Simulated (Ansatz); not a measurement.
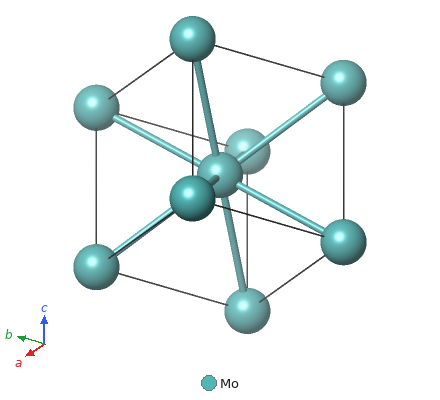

The structure; the drawing may span several cells.

Structure (in its standard cell), coordinates from a relaxation with Ansatz 0.2.0, DFT r2SCAN, scalar-relativistic, plane waves, PAW; the starting structure was generated, so it need not be a known form of this composition:

```xyz
2
Lattice="3.1509 0.0000 0.0000 0.0000 3.1509 0.0000 0.0000 0.0000 3.1509" Properties=species:S:1:pos:R:3 pbc="T T T"
Mo    0.0000    0.0000    0.0000
Mo    1.5755    1.5755    1.5755
```

**What does the kinematic electron diffraction pattern along [111] look like at 200 kV (B = 0.8 Å²)?**

The spots form a hexagonal net with both shortest vectors at d = 2.23 Å, 60.0° apart. They are -1 1 0 and -1 0 1. The pattern has symmetry 6mm. No reflection of this zone is absent.

Strongest reflections with d > 0.80 Å, one of each family (|F|² from tabulated Gaussian fits of the electron scattering factors, times a small damping for the curvature of the Ewald sphere):

```json
{"hkl": "1 0 -1", "d (Å)": "2.228", "I (strongest = 100)": "100"}
{"hkl": "2 -1 -1", "d (Å)": "1.286", "I (strongest = 100)": "27"}
{"hkl": "2 0 -2", "d (Å)": "1.114", "I (strongest = 100)": "17"}
{"hkl": "3 -1 -2", "d (Å)": "0.842", "I (strongest = 100)": "6"}
```

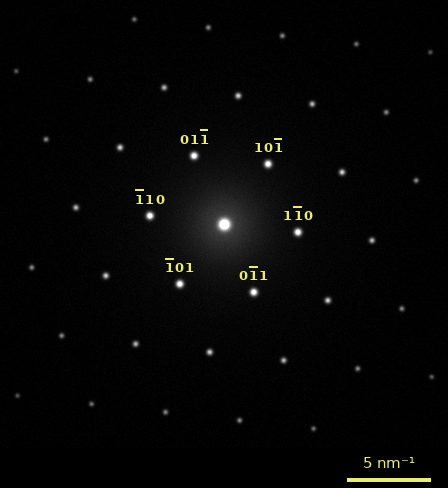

Calculated pattern, seen from the source side with [111] pointing towards the source.
